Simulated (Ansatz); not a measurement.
**Ti3Si: density, localisation and related maps**

The calculation's input:

```
crystal:
  lattice:
    - [0.0, 3.1076141993, 3.2785329803]
    - [2.8745431344, 0.0, 3.2785329803]
    - [2.8745431344, 3.1076141993, 0.0]
  atoms:
    - { symbol: Ti, position: [0.75, 0.75, 0.75], spin: 0.19 }
    - { symbol: Ti, position: [0.25, 0.25, 0.25], spin: 0.19 }
    - { symbol: Ti, position: [0.0, 0.0, 0.0], spin: 0.79 }
    - { symbol: Si, position: [0.5, 0.5, 0.5] }
basis:
  ecutwfc: 520.0
kpoints:
  mp_grid: { grid: [12, 12, 12] }
hamiltonian:
  xc: pbesol
  pseudopotentials: { kind: paw, azcp: { folder: soft_1 } }
scf:
  occupations: { method: gaussian, width: 0.15 }
output:
  forces: true
  stress: true
  eigenvalues: true
  populations: true
  write_density: true
  write_potential: true
  elf: true
  volumetric_format: npy
magnetization:
  spin_polarized: true
```

Command:

```sh
ansatz run input.yaml --threads 4 --pin off --max-ram 8192MiB --backend cpu --events-out ev --progress --plain --runs-dir out
```

Below, planes, directions and counts refer to the conventional cell (a = 5.75 Å, b = 6.22 Å, c = 6.56 Å, α = 90.00°, β = 90.00°, γ = 90.00°).

Space group Fmmm; a structure from a database of computed crystals, not necessarily the ambient phase; changed on purpose from its base cell (normal strain along x -0.0750, normal strain along z +0.0550); computed pressure about 4 GPa in this cell; the SCF solution may not be the lowest one; PAW files of the earlier set (soft_1); spin-polarised.

Level of theory: Ansatz, DFT PBEsol, scalar-relativistic, plane waves, PAW.

The density is the valence pseudo-density of a PAW calculation; it isn't the true density close to the nuclei.

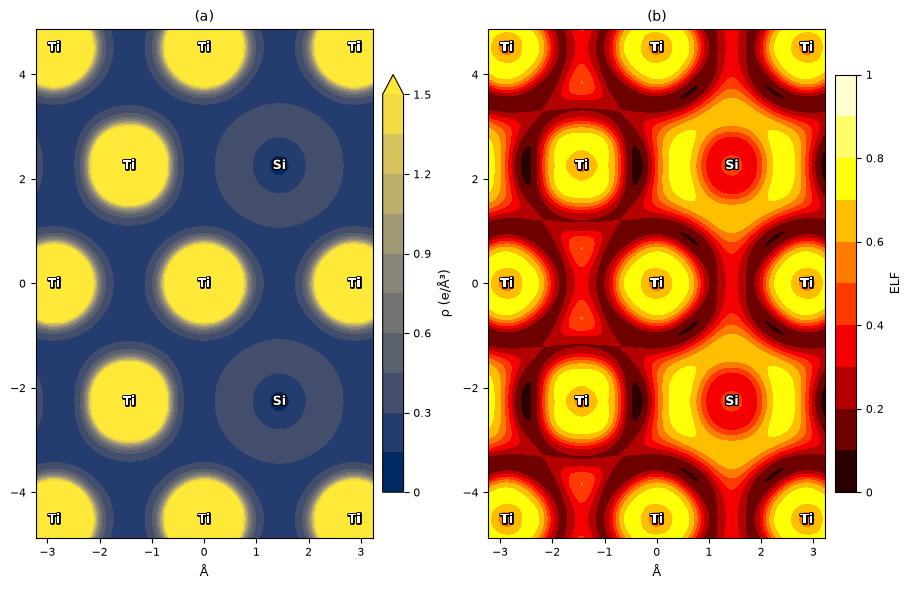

Figure 1. (a) valence charge density (pseudo); (b) ELF on the (011) plane of the conventional cell.

Describe what can be read from this map.

- The plane passes through Ti and Si nuclei.
- Ti–Ti (2.68 Å): the density is about 0.24 e/Å³ at the midpoint; the ELF is about 0.20 at the midpoint (no localised pair shows between them).
- Ti–Si (2.68 Å): the density is about 0.26 e/Å³ at the midpoint; the ELF peaks at about 0.65 in the valence shell of Si, 0.9 Å from its nucleus, and is about 0.30 at the midpoint.
- Ti–Ti (2.87 Å): ρ is about 0.24 e/Å³ halfway; the ELF is about 0.35 at the midpoint.
- Ti–Si (2.87 Å): the density is about 0.25 e/Å³ at the midpoint; the ELF peaks at about 0.75 in the valence shell of Si, 1.0 Å from its nucleus, and is about 0.45 at the midpoint.
- Between the atoms the lowest density in this plane is 0.22 e/Å³.
- The features right at Ti lie inside the PAW spheres, where the map follows smoothed inner orbitals and isn't to be read closely.

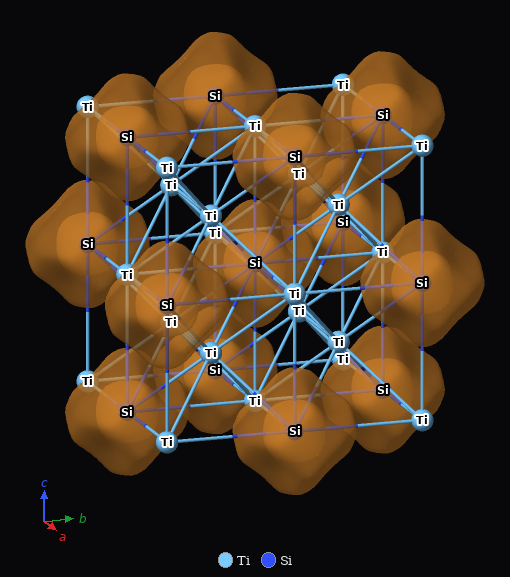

Figure 2. Isosurface of the electron localisation function at 0.6 (orange), seen slightly off an axis. Only the valence region is drawn (cores and ρ < 0.01 e/Å³ removed). Sticks mark near contacts.

Describe the localisation domains.

At this value the surface marks out four regions wrapped around Si (the valence shell of each), counted in one cell of 16 atoms. Any copies at cell faces, edges or corners count once.
